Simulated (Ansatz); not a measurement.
**Al₃₂H: molecular dynamics (part 2 of 2)**

Continued. System: Al₃₂H (defect cell, 33 atoms in the cell). Method: DFT PBE, scalar-relativistic, plane waves, PAW, no spin polarisation (Ansatz 0.2.0); cutoff 420 eV, 2×2×2 k-mesh, Fermi–Dirac smearing of 0.1 eV. It belongs to a series of runs on one base structure; here: dynamics from the start.

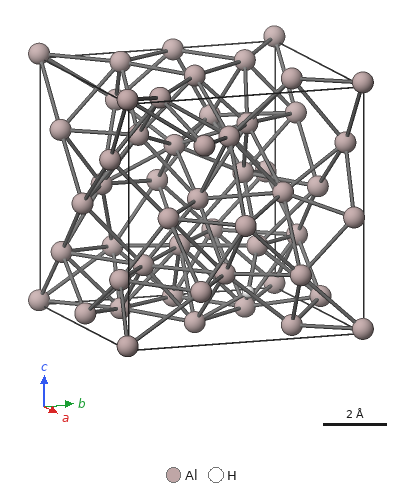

Fig. 1: The geometry at step 89 of the log (ball-and-stick view of the cell of the calculation, seen slightly off an axis).

Log, continued
```
md step    72: t =    36.00 fs  T =   953.0 K  F+E_penalty+E_count = -17207.09787048 eV  E_kin = 3.942094 eV  conserved = -17203.15577639 eV  (3 SCF iters)
md step    73: t =    36.50 fs  T =   971.8 K  F+E_penalty+E_count = -17207.17553678 eV  E_kin = 4.019713 eV  conserved = -17203.15582360 eV  (3 SCF iters)
md step    74: t =    37.00 fs  T =   991.9 K  F+E_penalty+E_count = -17207.25863333 eV  E_kin = 4.102751 eV  conserved = -17203.15588198 eV  (2 SCF iters)
md step    75: t =    37.50 fs  T =  1013.0 K  F+E_penalty+E_count = -17207.34623226 eV  E_kin = 4.190285 eV  conserved = -17203.15594768 eV  (3 SCF iters)
md step    76: t =    38.00 fs  T =  1035.0 K  F+E_penalty+E_count = -17207.43727864 eV  E_kin = 4.281262 eV  conserved = -17203.15601713 eV  (2 SCF iters)
md step    77: t =    38.50 fs  T =  1057.6 K  F+E_penalty+E_count = -17207.53064715 eV  E_kin = 4.374560 eV  conserved = -17203.15608707 eV  (3 SCF iters)
md step    78: t =    39.00 fs  T =  1080.4 K  F+E_penalty+E_count = -17207.62520074 eV  E_kin = 4.469047 eV  conserved = -17203.15615388 eV  (2 SCF iters)
md step    79: t =    39.50 fs  T =  1103.3 K  F+E_penalty+E_count = -17207.71984209 eV  E_kin = 4.563627 eV  conserved = -17203.15621522 eV  (2 SCF iters)
md step    80: t =    40.00 fs  T =  1125.9 K  F+E_penalty+E_count = -17207.81355255 eV  E_kin = 4.657283 eV  conserved = -17203.15626996 eV  (5 SCF iters)
md step    81: t =    40.50 fs  T =  1148.1 K  F+E_penalty+E_count = -17207.90541566 eV  E_kin = 4.749099 eV  conserved = -17203.15631673 eV  (3 SCF iters)
md step    82: t =    41.00 fs  T =  1169.7 K  F+E_penalty+E_count = -17207.99462588 eV  E_kin = 4.838269 eV  conserved = -17203.15635720 eV  (3 SCF iters)
md step    83: t =    41.50 fs  T =  1190.5 K  F+E_penalty+E_count = -17208.08048513 eV  E_kin = 4.924093 eV  conserved = -17203.15639215 eV  (3 SCF iters)
md step    84: t =    42.00 fs  T =  1210.2 K  F+E_penalty+E_count = -17208.16239128 eV  E_kin = 5.005970 eV  conserved = -17203.15642158 eV  (3 SCF iters)
md step    85: t =    42.50 fs  T =  1229.0 K  F+E_penalty+E_count = -17208.23982200 eV  E_kin = 5.083374 eV  conserved = -17203.15644792 eV  (2 SCF iters)
md step    86: t =    43.00 fs  T =  1246.5 K  F+E_penalty+E_count = -17208.31231789 eV  E_kin = 5.155847 eV  conserved = -17203.15647126 eV  (3 SCF iters)
md step    87: t =    43.50 fs  T =  1262.7 K  F+E_penalty+E_count = -17208.37946731 eV  E_kin = 5.222975 eV  conserved = -17203.15649230 eV  (2 SCF iters)
md step    88: t =    44.00 fs  T =  1277.6 K  F+E_penalty+E_count = -17208.44089475 eV  E_kin = 5.284383 eV  conserved = -17203.15651204 eV  (3 SCF iters)
md step    89: t =    44.50 fs  T =  1290.9 K  F+E_penalty+E_count = -17208.49625366 eV  E_kin = 5.339723 eV  conserved = -17203.15653086 eV  (2 SCF iters)
md step    90: t =    45.00 fs  T =  1302.8 K  F+E_penalty+E_count = -17208.54522419 eV  E_kin = 5.388675 eV  conserved = -17203.15654907 eV  (5 SCF iters)
md step    91: t =    45.50 fs  T =  1313.0 K  F+E_penalty+E_count = -17208.58751587 eV  E_kin = 5.430951 eV  conserved = -17203.15656490 eV  (3 SCF iters)
md step    92: t =    46.00 fs  T =  1321.5 K  F+E_penalty+E_count = -17208.62287555 eV  E_kin = 5.466297 eV  conserved = -17203.15657837 eV  (3 SCF iters)
md step    93: t =    46.50 fs  T =  1328.4 K  F+E_penalty+E_count = -17208.65110083 eV  E_kin = 5.494513 eV  conserved = -17203.15658800 eV  (3 SCF iters)
md step    94: t =    47.00 fs  T =  1333.4 K  F+E_penalty+E_count = -17208.67205898 eV  E_kin = 5.515469 eV  conserved = -17203.15659033 eV  (3 SCF iters)
md step    95: t =    47.50 fs  T =  1336.7 K  F+E_penalty+E_count = -17208.68571126 eV  E_kin = 5.529127 eV  conserved = -17203.15658431 eV  (2 SCF iters)
md step    96: t =    48.00 fs  T =  1338.3 K  F+E_penalty+E_count = -17208.69214093 eV  E_kin = 5.535572 eV  conserved = -17203.15656848 eV  (3 SCF iters)
md step    97: t =    48.50 fs  T =  1338.2 K  F+E_penalty+E_count = -17208.69158233 eV  E_kin = 5.535041 eV  conserved = -17203.15654116 eV  (3 SCF iters)
md step    98: t =    49.00 fs  T =  1336.4 K  F+E_penalty+E_count = -17208.68444628 eV  E_kin = 5.527945 eV  conserved = -17203.15650121 eV  (3 SCF iters)
md step    99: t =    49.50 fs  T =  1333.3 K  F+E_penalty+E_count = -17208.67133506 eV  E_kin = 5.514886 eV  conserved = -17203.15644864 eV  (3 SCF iters)
md step   100: t =    50.00 fs  T =  1328.9 K  F+E_penalty+E_count = -17208.65303917 eV  E_kin = 5.496654 eV  conserved = -17203.15638512 eV  (5 SCF iters)
md step   101: t =    50.50 fs  T =  1323.4 K  F+E_penalty+E_count = -17208.63050893 eV  E_kin = 5.474195 eV  conserved = -17203.15631417 eV  (3 SCF iters)
md step   102: t =    51.00 fs  T =  1317.2 K  F+E_penalty+E_count = -17208.60479690 eV  E_kin = 5.448555 eV  conserved = -17203.15624234 eV  (3 SCF iters)
preconditioner: auto → Kerker (q_TF=auto, 2.055 Å⁻¹)  [metal: Δε(μ)=0.023 eV  Ē_g=6.862 eV  σ=0.100 eV  W_gap=0.06  n_scr=80 (ndim 8)  ℏωp=15.9 eV  f_vac=0.000  D(μ)=10.92/eV (n_scr^D=80)]
md step   103: t =    51.50 fs  T =  1310.5 K  F+E_penalty+E_count = -17208.57697372 eV  E_kin = 5.420797 eV  conserved = -17203.15617655 eV  (3 SCF iters)
```

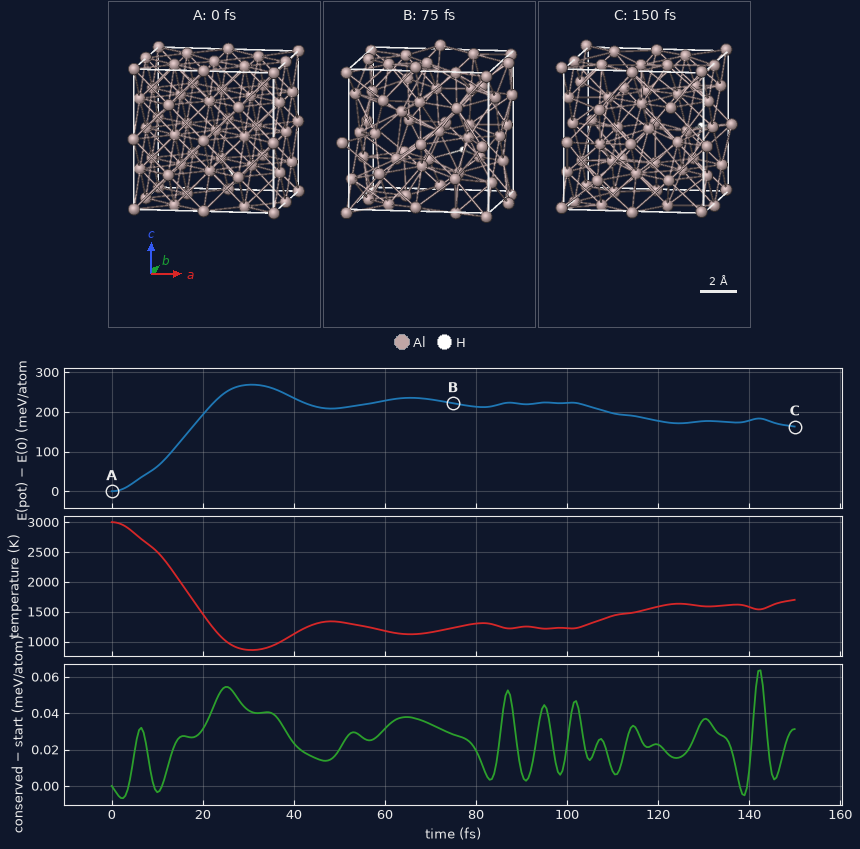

Fig. 2: Frames of the molecular dynamics (ball-and-stick, simulation cell, seen slightly off an axis) above the curves, on which the letters mark them. The trajectory kept here has 301 frames over 150 fs. The temperature starts at 3000 K, ranges from 858 to 3000 K and averages 1435 K over the second half. The potential energy ends 163.1 meV/atom above its first value. The conserved quantity stays within 0.07 meV/atom. With the common drift removed, the root-mean-square displacement is 0.81 Å, and H33 has moved furthest (4.25 Å).

```
preconditioner: auto → Kerker (q_TF=auto, 2.055 Å⁻¹)  [metal: Δε(μ)=0.020 eV  Ē_g=6.863 eV  σ=0.100 eV  W_gap=0.
[...]
Free energy (F): -17210.185148 eV
Harris-Foulkes:  -17210.185148 eV  (|F-HF|=1.24e-9)
Internal energy: -17209.761411 eV  (E = F + TS)
E sigma→0 (E₀):  -17209.973279 eV
Entropy (-TS):   -0.423737 eV (-12.841 meV/atom)
Fermi energy:    7.645000 eV
--- Per-component energies (eV) ---
  E_band       = 327.483090
  E_kinetic    = 755.667657
  E_local      = 237.458103  (includes V_loc(G=0)·N_el)
  E_nonlocal   = 341.670006
  E_hartree    = 28.743684
  E_xc         = -1284.812192
  E_vxc        = -943.541507  (∫ρ·V_xc dr)
  E_paw        = -14959.202618  (= ΣΔE_a)
  E_vpaw       = -121.257455  (= ΣTr[D̂ρ^β])
  E_aug_tail   = -0.001193  (compensation charges beyond the density's cutoff)
  E_ewald      = -2329.284858
  E_smearing   = -0.423737  (= −TS)
  E_closure    = 0.000000  (closes the sum)
  Σ components = -17210.185148   (vs F -17210.185148, Δ=0.00e0)
--- Forces (eV/Å), atoms counted from 1 ---
  atom   1  Al     0.22769502     0.50272528    -0.82705607
  atom   2  Al     0.89510695    -0.55221124    -0.68051182
  atom   3  Al    -0.49118824     0.42913607     0.24413066
  atom   4  Al     0.00090762     0.53465932    -1.33574198
  atom   5  Al     0.35900308     0.32832626    -0.43673449
  atom   6  Al     0.09010581    -0.48987135     1.03725555
  atom   7  Al    -0.13561477     0.17398718    -0.20692291
  atom   8  Al     0.35386521     2.38432650     1.22808727
  atom   9  Al     0.41593320    -0.23536249     0.48437502
  atom  10  Al    -0.45599253     0.02044098     0.81760101
  atom  11  Al     1.11289695     1.30253326    -0.22393285
  atom  12  Al    -0.42347942    -0.05382142     0.87028853
  atom  13  Al    -0.51179061     0.73276233    -0.48432175
  atom  14  Al     0.05659364     0.68726260     1.33903430
  atom  15  Al     0.77890373    -1.40096627    -1.61707996
  atom  16  Al     0.19972573     0.09784087    -0.49783189
  atom  17  Al    -0.21554836     1.01579188    -0.94155098
  atom  18  Al    -0.62142111    -1.38600294     0.63663435
  atom  19  Al    -1.42923630     1.02895186     0.37134989
  atom  20  Al     0.39174782    -0.60680464     1.57730642
  atom  21  Al    -0.71194905     1.50762440    -1.81047996
  atom  22  Al    -0.72132515     0.39675795     0.53614739
  atom  23  Al    -0.56170202     0.45511468     0.89158419
  atom  24  Al    -0.28546347    -1.27300275     0.86595446
  atom  25  Al     0.43030449    -0.15157275     0.08116074
  atom  26  Al    -0.57187717    -1.37187605     0.74737878
  atom  27  Al     0.64912264    -0.81992907    -0.80565845
  atom  28  Al     0.40549817    -2.29175333     0.60448880
  atom  29  Al    -0.46416627    -1.30918717    -1.15610134
  atom  30  Al     0.42172395    -0.11686103    -0.34459226
  atom  31  Al     0.73254162    -0.67725443     0.04143170
  atom  32  Al     0.24993419     1.09255974    -1.12942857
  atom  33  H     -0.17086127     0.04567725     0.12373343
  max |Σ_I F_I| component: 5.93e-6 eV/Å
--- MD trajectory: 300 steps, t = 0.0 → 150.0 fs ---
  final state: T = 1699.4 K   F+E_penalty+E_count = -17210.18514795 eV   E_kin = 7.029134 eV
  conserved energy: peak-to-peak 2.320e-3 eV (7.031e-5 eV/atom) over 150.0 fs
```

Trajectory as extended XYZ (Å, eV, eV/Å), 3 of the 301 frames kept, from step=0 to step=300
```
33
Lattice="8.1000 0.0000 0.0000 0.0000 8.1000 0.0000 0.0000 0.0000 8.1000" Properties=species:S:1:pos:R:3:forces:R:3 step=0 time_fs=0.0 energy=-17215.56601 temperature=3000.0
Al    4.0569   -0.0051    0.0072   -0.0007  -0.0028  -0.0006
Al    6.0685    2.0363    0.0063   -0.0020  -0.0011   0.0020
Al    6.0676   -0.0051    2.0179    0.0006  -0.0028   0.0006
Al    0.0208    0.0226   -0.0033    0.0005   0.0021   0.0013
Al    2.0040    2.0058   -0.0025   -0.0003   0.0018  -0.0007
Al    3.9755    3.9779   -0.0742   -0.0010  -0.0011  -0.0008
Al    6.1496    6.1519   -0.0747    0.0003  -0.0001  -0.0002
Al    2.0038    0.0227    2.0285   -0.0009   0.0022  -0.0016
Al    4.0560    2.0364    2.0189    0.0020  -0.0012  -0.0020
Al    6.1491    3.9779    2.0993    0.0005  -0.0007   0.0006
Al    4.0464    0.0227    4.0711    0.0015   0.0021   0.0008
Al    6.0773    2.0058    4.0709    0.0008   0.0018   0.0002
Al    6.0782    0.0226    6.0542   -0.0014   0.0021  -0.0007
Al   -0.0082    4.0591    0.0068   -0.0009   0.0010   0.0007
Al    2.0331    6.0708    0.0067    0.0009  -0.0002   0.0009
Al    0.0207    2.0058    2.0275   -0.0001   0.0019   0.0010
Al    2.0326    4.0592    2.0183    0.0012   0.0007  -0.0005
Al    3.9748    6.1522    2.1001    0.0008  -0.0012  -0.0007
Al   -0.0068   -0.0040    4.0435   -0.0011  -0.0016  -0.0011
Al    2.0316    2.0343    4.0433    0.0001  -0.0004   0.0000
Al    4.0565    4.0592    4.0422    0.0005   0.0008  -0.0011
Al    6.0682    6.0708    4.0416   -0.0010  -0.0003  -0.0008
Al    2.0313   -0.0040    6.0817    0.0012  -0.0017   0.0012
Al    4.0473    2.0058    6.0542   -0.0009   0.0019   0.0000
Al    6.0680    4.0592    6.0829   -0.0007   0.0009   0.0011
Al   -0.0088    6.0708    2.0186   -0.0006  -0.0005  -0.0012
Al    0.0205    4.0490    4.0707    0.0000   0.0000   0.0002
Al    2.0036    6.0800    4.0713   -0.0002  -0.0004   0.0001
Al   -0.0071    2.0344    6.0819    0.0002  -0.0006  -0.0002
Al    2.0042    4.0490    6.0544   -0.0003   0.0001  -0.0001
Al    4.0563    6.0708    6.0836    0.0011  -0.0004   0.0007
Al    0.0210    6.0798    6.0539   -0.0003   0.0000   0.0002
H     5.0622    5.0666    1.0125   -0.0001  -0.0021   0.0008
33
Lattice="8.1000 0.0000 0.0000 0.0000 8.1000 0.0000 0.0000 0.0000 8.1000" Properties=species:S:1:pos:R:3:forces:R:3 step=150 time_fs=75.0 energy=-17208.25050 temperature=1231.6
Al    3.9143   -0.0695    0.2723    0.4940   0.9738  -0.3709
Al    5.8946    1.8871   -0.2995   -0.7592   0.8530   1.0115
Al    6.1030    0.4681    1.8986   -0.0718  -0.8534   0.2139
Al   -0.1191    0.1000   -0.1823    0.7750  -0.3843   0.7693
Al    2.0030    1.9241    0.0913    0.4638   0.6897   0.1576
Al    3.8885    3.8123   -0.0970   -0.6770  -0.0113  -0.2844
Al    6.1109    6.4976    0.0648   -0.3399  -0.8070  -0.4203
Al    1.7694    0.1687    2.1186   -0.0007  -0.3475  -0.0994
Al    3.9037    2.0575    2.3416   -0.5342   1.0825  -2.1653
Al    5.6516    4.3094    1.6422    1.0646  -0.3599   0.6002
Al    4.1583    0.2900    3.8592    0.0105  -2.1343   1.3735
Al    6.6412    1.8567    4.0916   -0.5437   0.8219  -0.5523
Al    6.2443    0.2508    6.0195   -0.8661  -1.8590  -0.7514
Al    0.3730    4.5749   -0.0836   -0.3850  -1.3488   1.1500
Al    2.2481    6.1728   -0.0651   -0.6681  -0.5292   0.2404
Al   -0.2046    2.2951    1.4413    0.1903   0.7663   0.9356
Al    2.0463    4.1846    2.3648   -0.1645  -0.8942  -0.6058
Al    3.5925    6.1528    2.0856    1.5476   0.3523   0.1446
Al   -0.2726   -0.4519    3.9493    0.4983   0.6006   0.9429
Al    1.2498    1.7080    4.1934    0.3599  -0.6892  -1.0354
Al    4.6051    3.7308    4.1072    0.3219  -0.5267  -0.2153
Al    6.0150    5.6450    4.2257    0.3237   1.9505  -0.0386
Al    2.0181   -0.0134    6.3891   -0.1953  -0.2259  -1.2819
Al    3.8266    1.7319    6.0788    1.2873  -0.3539   0.4389
Al    6.3892    4.1376    6.5382   -0.9675   0.6829  -0.4657
Al   -0.2048    6.0999    2.1188    0.3195  -0.5003  -1.3999
Al   -0.0557    4.1224    3.8513    0.0791  -0.4939   0.3890
Al    2.4750    6.0154    4.3382   -0.7726   0.8384  -0.2663
Al    0.0147    2.2891    6.3770    0.6405  -0.0131   0.1336
Al    2.4700    3.5567    5.2162   -1.7368   1.5785   1.2744
Al    4.0978    5.7636    6.2396    0.9620   0.5475   0.2129
Al    0.3317    5.9386    5.9583   -0.3998   0.5001  -0.4031
H     5.4216    6.8823    2.5645   -0.2558   0.0937   0.3679
33
Lattice="8.1000 0.0000 0.0000 0.0000 8.1000 0.0000 0.0000 0.0000 8.1000" Properties=species:S:1:pos:R:3:forces:R:3 step=300 time_fs=150.0 energy=-17210.18515 temperature=1699.4
Al    4.0333   -0.0327    0.0252    0.2277   0.5027  -0.8271
Al    5.6769    2.2396    0.1300    0.8951  -0.5522  -0.6805
Al    6.1513    0.0125    1.9235   -0.4912   0.4291   0.2441
Al   -0.0501   -0.0114    0.1756    0.0009   0.5347  -1.3357
Al    1.9346    1.8659    0.0896    0.3590   0.3283  -0.4367
Al    3.7885    4.2690   -0.2407    0.0901  -0.4899   1.0373
Al    6.0567    6.0387    0.0923   -0.1356   0.1740  -0.2069
Al    2.0671   -0.2697    1.8438    0.3539   2.3843   1.2281
Al    3.8977    2.0808    1.9500    0.4159  -0.2354   0.4844
Al    6.2147    4.0983    1.8995   -0.4560   0.0204   0.8176
Al    3.9734   -0.1707    3.9908    1.1129   1.3025  -0.2239
Al    6.3376    1.9499    3.8411   -0.4235  -0.0538   0.8703
Al    6.3211   -0.2942    6.1806   -0.5118   0.7328  -0.4843
Al    0.0195    3.8082   -0.0722    0.0566   0.6873   1.3390
Al    1.9092    6.1674    0.1809    0.7789  -1.4010  -1.6171
Al   -0.0955    2.0329    1.9347    0.1997   0.0978  -0.4978
Al    2.1455    4.0869    2.3289   -0.2155   1.0158  -0.9416
Al    4.2417    6.2966    1.8901   -0.6214  -1.3860   0.6366
Al    0.2973   -0.1927    3.9908   -1.4292   1.0290   0.3714
Al    1.8227    1.9859    3.6039    0.3917  -0.6068   1.5773
Al    4.3467    3.6776    4.3120   -0.7119   1.5076  -1.8105
Al    6.1373    6.0472    3.8470   -0.7213   0.3968   0.5361
Al    2.0994    0.1614    5.8663   -0.5617   0.4551   0.8916
Al    4.2435    1.9795    6.0110   -0.2855  -1.2730   0.8660
Al    5.9308    4.2472    6.2424    0.4303  -0.1516   0.0812
Al    0.0255    6.1975    1.9191   -0.5719  -1.3719   0.7474
Al   -0.1690    4.3258    4.3947    0.6491  -0.8199  -0.8057
Al    2.0656    6.2905    3.9075    0.4055  -2.2918   0.6045
Al   -0.0263    2.1378    6.2220   -0.4642  -1.3092  -1.1561
Al    1.9587    4.0006    5.9877    0.4217  -0.1169  -0.3446
Al    3.7615    6.2766    6.0861    0.7325  -0.6773   0.0414
Al    0.0177    5.8609    6.5429    0.2499   1.0926  -1.1294
H     6.6080    8.0253    3.8460   -0.1709   0.0457   0.1237
```

Summary

```json
{"quantity": "outcome", "value": "finished"}
{"quantity": "mean temperature over the second half", "value": "1435 K"}
{"quantity": "trajectory", "value": "300 steps, 150 fs"}
{"quantity": "ensemble", "value": "nve"}
{"quantity": "temperature in the input", "value": "3000.0 K"}
{"quantity": "time step", "value": "0.5 fs"}
{"quantity": "electrons treated", "value": "97"}
{"quantity": "potential energy (free energy of the electrons) (last step)", "value": "−17210.1851 eV"}
{"quantity": "Fermi energy (last step)", "value": "7.645 eV"}
{"quantity": "largest force (length of the vector) (last step)", "value": "2.705 eV/Å"}
{"quantity": "wall time", "value": "9.8 min (CPU time 19 min)"}
{"quantity": "peak memory", "value": "1.2 GiB"}
```

Remarks

The input asks for low accuracy. So short a trajectory is not equilibrated.
